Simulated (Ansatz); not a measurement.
## Geometry relaxation, with input and output: Ir (part 1 of 2)

- system: Ir (2 atoms in the cell)
- method: DFT PBE, scalar-relativistic, plane waves, PAW, no spin polarisation (Ansatz 0.2.0)

The structure derives from a Materials Project entry. It belongs to a series of runs on one base structure; here: biaxial strain in the a-b plane, c and atoms relaxed: -2.0 %. Figures and captions count atoms from 1; the log counts them from 0 in places.

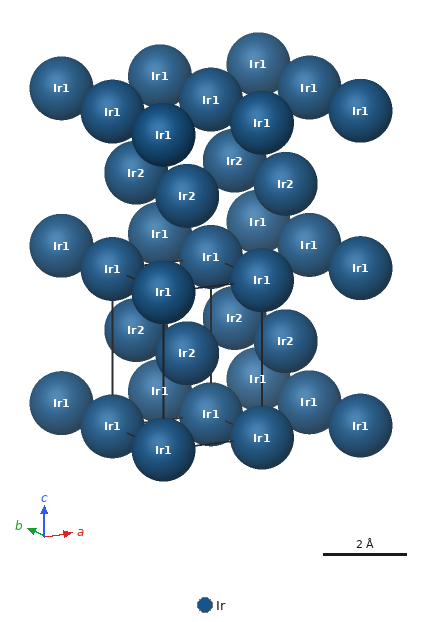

**Figure 1.** The structure as given in the input (spheres-only view of the cell of the calculation, repeated 2 × 2 × 2, seen at an oblique angle; atoms are numbered from 1 in the order of the input).

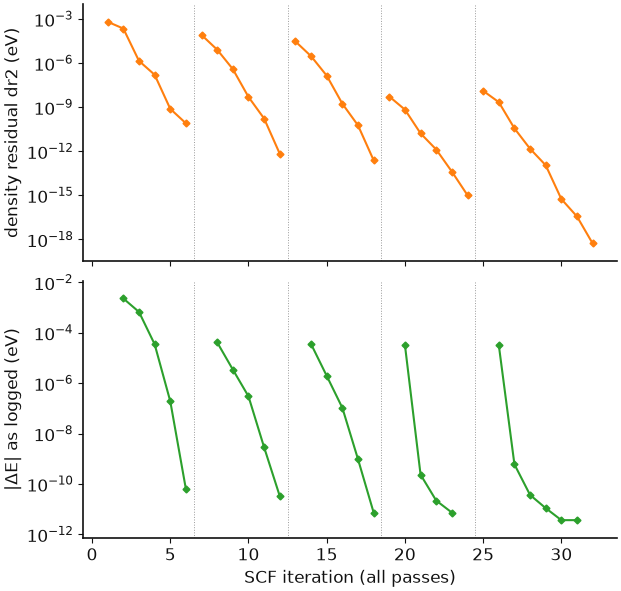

**Figure 2.** Convergence of the self-consistent field: density residual dr2 and size of the energy change against the SCF iteration. The dotted lines part the SCF passes of the relaxation: geometry steps, rejected trials and re-solves on a re-selected basis. The 5 passes take 6 to 8 iterations each, 32 in all.

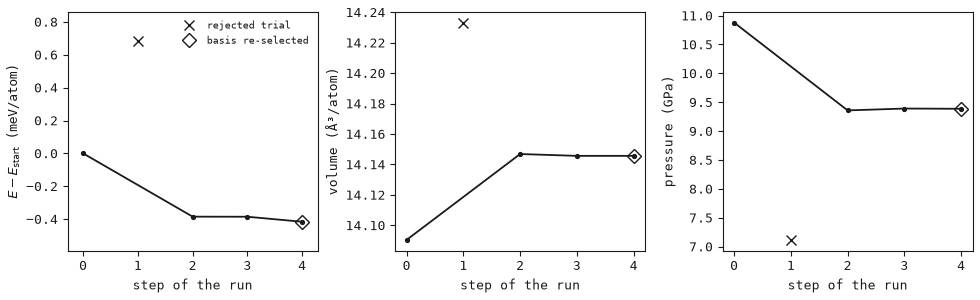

**Figure 3.** Progress of the relaxation, step by step (the first geometry is step 0 here and step 1 in the log). The atoms keep their places relative to the cell (all moves are under 0.005 Å). The volume changes by +0.4 %, with a = b stay at 2.682 Å, c 3.917 → 3.932 Å (+0.4 %). Among the contacts that change: Ir1–Ir2 2.726 → 2.732 Å. The space group stays I4/mmm (No. 139). Over 3 geometry steps the energy falls by 0.4 meV per atom. All forces vanish by symmetry, so only the cell relaxes. The pressure goes from 10.88 to 9.39 GPa. The line search rejected the trial step at point 1 (counted from 0) and went back. A last SCF at the same geometry on a re-selected plane-wave basis shifts the energy by next to nothing (0.0 meV per atom). (Atoms are counted from 1 in the order of the input.)

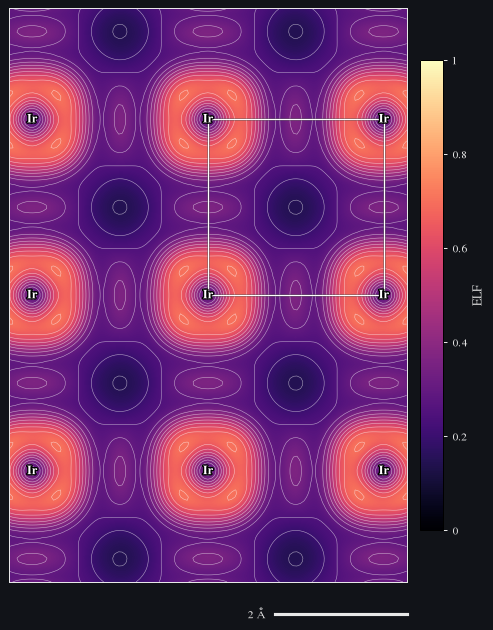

**Figure 4.** ELF on the (001) plane of the conventional cell. Atoms in the plane: Ir. The strong features right at Ir lie inside the PAW spheres (semicore, d or f shells) and say nothing about bonding. In a PAW calculation such maps are meaningful between the atoms, not at the nuclei.

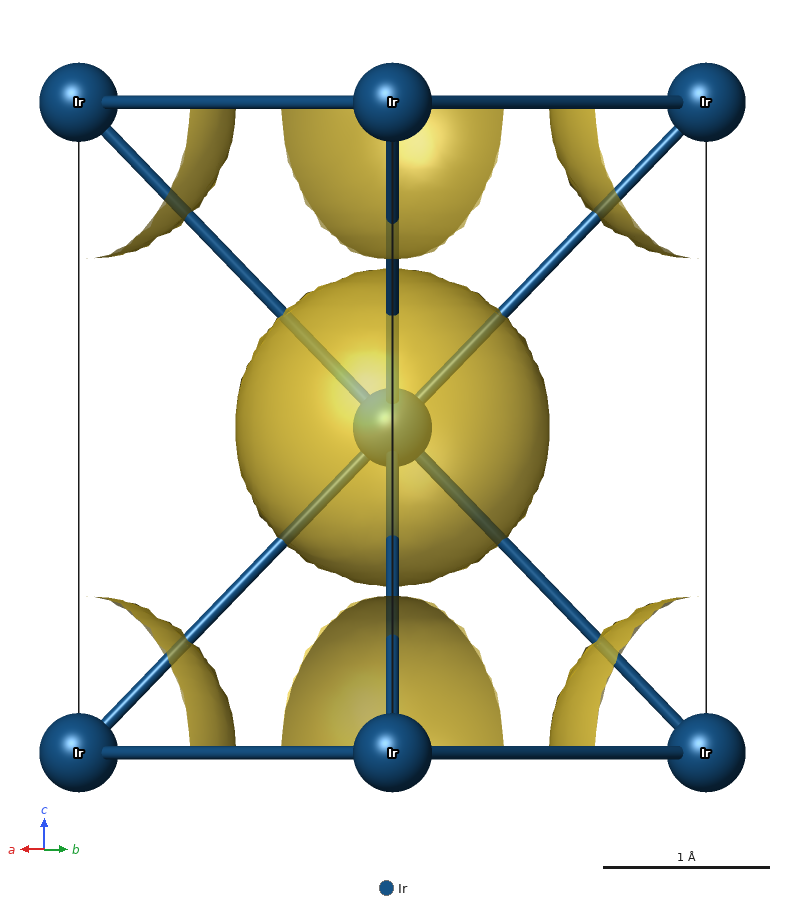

**Figure 5.** Isosurface of the valence electron density at 1 e/Å³ (yellow), seen along [110]. Sticks mark near contacts. The outline is the cell set on symmetry axes. At this value the density breaks into separate islands; it holds about 70 % of the electrons treated as valence (semicore included). It is pinched off along the Ir–Ir (2.68 Å) and Ir–Ir (2.73 Å) contacts. On the grid the lowest density along these lines, outside the cores, is 0.47 e/Å³ (Ir–Ir, 2.68 Å) and 0.44 e/Å³ (Ir–Ir, 2.73 Å).

The input that produced these results follows, with the program's output.

### Input file
```yaml
crystal:
  lattice:
    - [1.8966197838, 1.8966197838, 0.0]
    - [-1.8966197838, 1.8966197838, 0.0]
    - [0.0, 0.0, 3.9171004514]
  atoms:
    - { symbol: Ir, position: [0.0, 0.0, 0.0] }
    - { symbol: Ir, position: [0.5, 0.5, 0.5] }
basis:
  ecutwfc: 420
kpoints:
  mp_grid: { grid: [18, 18, 14] }
hamiltonian:
  xc: pbe
scf:
  occupations: { method: gaussian, width: 0.1 }
output:
  forces: true
  stress: true
  eigenvalues: true
  write_density: true
  write_potential: true
  elf: true
  volumetric_format: npy
relax:
  adjacent_minimum: "off"
  f_tol: 0.008
  max_steps: 40
  cell: { stress_tol: 0.015, fix: [a, b, gamma] }
```

Launch command:
```bash
ansatz run input.yaml --threads 1 --pin off --max-ram 2560MiB --backend cpu --events-out ev --progress --plain --runs-dir out
```

### Log
```
Engine: ansatz 0.2.0, x86_64-unknown-linux-gnu
Pseudopotentials: kind: paw
Pseudopotential: Ir, paw, valence charge 17, recommended cutoff 420 eV (normal), Ir.paw.azcp
Functional definition: PBE
  parameter kappa = 0.804
  parameter beta = 0.06672455060314922
  exchange = pbe_x(kappa = kappa, mu = beta*pi^2/3)
  correlation = pbe_c(beta = beta)
Crystal: 2 atoms, lattice volume = 28.181 Å³
Basis set: ecut = 420 eV, 545 PW (Γ), exchange–correlation on 36×36×54 points (8 copies of the dense FFT grid, shifted against one another)
Bands: 21, of which v1, the nominal top of the filled ones, is band 17 counted from 1 (16 counted from 0)
Symmetry: 32 space group operations
Space group: I4/mmm (ITA 139), of the structure as read, at distance tolerance 3.0e-5 Å
k-points: 440 of 4536
Non-local potential: Ir, projectors of the file, l = 0: 3, l = 1: 2, l = 2: 2, l = 3: 1
PAW form: soft (Blöchl's): semilocal exchange-correlation on the pseudo side does not see the compensation charge
PAW one-centre angular grid: Ir, 590 points (default); XC on 64 Gauss nodes
Initial density: superposition of atomic densities (neutral atoms: chi_scale 0, normalization atom), corrected by the library's trained network
Initial wavefunctions: pseudopotential atomic-orbital guess
Functional: x = pbe(κ = 0.804, μ = 0.2195149727645171), c = pbe(β = 0.06672455060314922)
SCF iter   1: F=—  HF=-23870.572340 eV  |F-HF|=—  |Δ(HF+E_count)|=         —  Δρ=4.02e-3  dr2=6.41e-4  ethr=1.77e-3  ⟨swp⟩=4.6  Hψ=35872  notcnv=0
preconditioner: auto → none  [metal: Δε(μ)=0.005 eV  Ē_g=8.115 eV  σ=0.100 eV  W_gap=0.03  n_scr=6 (ndim 8)  ℏωp=29.7 eV  f_vac=0.000  D(μ)=1.70/eV (n_scr^D=16)  sad-step TF]
SCF iter   2: F=—  HF=-23870.574645 eV  |F-HF|=—  |Δ(HF+E_count)|=   2.30e-3  Δρ=2.29e-3  dr2=2.23e-4  ethr=1.89e-6  ⟨swp⟩=2.9  Hψ=20515  notcnv=0
SCF iter   3: F=—  HF=-23870.575318 eV  |F-HF|=—  |Δ(HF+E_count)|=   6.73e-4  Δρ=1.39e-4  dr2=1.40e-6  ethr=6.57e-7  ⟨swp⟩=2.0  Hψ=13032  notcnv=0
SCF iter   4: F=—  HF=-23870.575283 eV  |F-HF|=—  |Δ(HF+E_count)|=   3.52e-5  Δρ=4.98e-5  dr2=1.60e-7  ethr=4.13e-9  ⟨swp⟩=2.1  Hψ=15173  notcnv=0
iter 5 did not close the SCF: its close was put off for the readings that it lacked (scf_convergence_deferred on its scf_iter line)
SCF iter   5: F=-23870.575283 eV  HF=-23870.575283 eV  |F-HF|=1.06e-10  |Δ(HF+E_count)|=   1.91e-7  Δρ=2.34e-6  dr2=7.64e-10  ethr=4.70e-10  ⟨swp⟩=2.2  Hψ=12168  notcnv=0
SCF iter   6: F=-23870.575283 eV  HF=-23870.575283 eV  |F-HF|=2.18e-11  |Δ(HF+E_count)|=  6.18e-11  Δρ=8.32e-7  dr2=7.95e-11  ethr=2.25e-12  ⟨swp⟩=5.2  Hψ=47427  notcnv=0
SCF 1 converged in 6 iterations: F = -23870.575283 eV  dr2 = 7.95e-11
  greatest PAW one-centre occupation: 1.000 electrons in one spin orbital (limit 2), on the Ir atom at site 1 (counted from 0), in its partial waves of l = 0
relax step   1: F+E_penalty+E_count = -23870.57528300 eV  Δ(F+E_penalty+E_count) = +0.000e0 eV  max|allowed force component| = 1.045e-29 eV/Å  Δτ_max = 0.0000 Å  P = +10.879 GPa  Ω = 28.181 Å³  fix = [a, b, gamma]  reactions: a +15.104, b +15.104 GPa  (6 SCF iters, dr2 threshold 1.00e-7 eV, accepted)
Crystal: 2 atoms, lattice volume = 28.466 Å³
Initial density: handed on by an earlier stage of this run
Initial wavefunctions: those handed on with the density
iter 1 solved again at ethr=2.35e-7 eV; its pass at ethr=3.10e-3 eV (dr2=7.99e-5 eV) is discarded
SCF iter   1: F=—  HF=-23870.573950 eV  |F-HF|=—  |Δ(HF+E_count)|=         —  Δρ=7.79e-4  dr2=8.16e-5  ethr=2.35e-7  ⟨swp⟩=2.2  Hψ=53466  notcnv=0
preconditioner: auto → none  [metal: Δε(μ)=0.013 eV  Ē_g=8.012 eV  σ=0.100 eV  W_gap=0.07  n_scr=6 (ndim 8)  ℏωp=29.5 eV  f_vac=0.000  D(μ)=1.75/eV (n_scr^D=20)]
SCF iter   2: F=—  HF=-23870.573909 eV  |F-HF|=—  |Δ(HF+E_count)|=   4.14e-5  Δρ=3.29e-4  dr2=8.09e-6  ethr=2.35e-7  ⟨swp⟩=2.6  Hψ=14494  notcnv=0
SCF iter   3: F=—  HF=-23870.573912 eV  |F-HF|=—  |Δ(HF+E_count)|=   3.46e-6  Δρ=7.66e-5  dr2=3.86e-7  ethr=2.38e-8  ⟨swp⟩=1.4  Hψ=10571  notcnv=0
iter 4 did not close the SCF: its close was put off for the readings that it lacked (scf_convergence_deferred on its scf_iter line)
SCF iter   4: F=-23870.573912 eV  HF=-23870.573912 eV  |F-HF|=1.49e-9  |Δ(HF+E_count)|=   2.99e-7  Δρ=8.14e-6  dr2=4.93e-9  ethr=1.14e-9  ⟨swp⟩=2.1  Hψ=13079  notcnv=0
iter 5 did not close the SCF: its close was put off for the readings that it lacked (scf_convergence_deferred on its scf_iter line)
SCF iter   5: F=-23870.573912 eV  HF=-23870.573912 eV  |F-HF|=1.82e-11  |Δ(HF+E_count)|=   2.82e-9  Δρ=1.56e-6  dr2=1.67e-10  ethr=1.45e-11  ⟨swp⟩=2.2  Hψ=15231  notcnv=0
SCF iter   6: F=-23870.573912 eV  HF=-23870.573912 eV  |F-HF|=0.00e0  |Δ(HF+E_count)|=  3.27e-11  Δρ=7.50e-8  dr2=6.72e-13  ethr=1.00e-12  ⟨swp⟩=4.0  Hψ=42464  notcnv=0
SCF 2 converged in 6 iterations: F = -23870.573912 eV  dr2 = 6.72e-13
relax step   2: F+E_penalty+E_count = -23870.57391250 eV  Δ(F+E_penalty+E_count) = +1.371e-3 eV  max|allowed force component| = 2.071e-30 eV/Å  Δτ_max = 0.0000 Å  P = +7.117 GPa  Ω = 28.466 Å³  energy of the carried Pulay correction = -1.567e-4 eV  fix = [a, b, gamma]  (6 SCF iters, dr2 threshold 2.00e-7 eV, rejected (line search))
Crystal: 2 atoms, lattice volume = 28.294 Å³
iter 1 solved again at ethr=9.96e-8 eV; its pass at ethr=3.10e-3 eV (dr2=3.39e-5 eV) is discarded
```
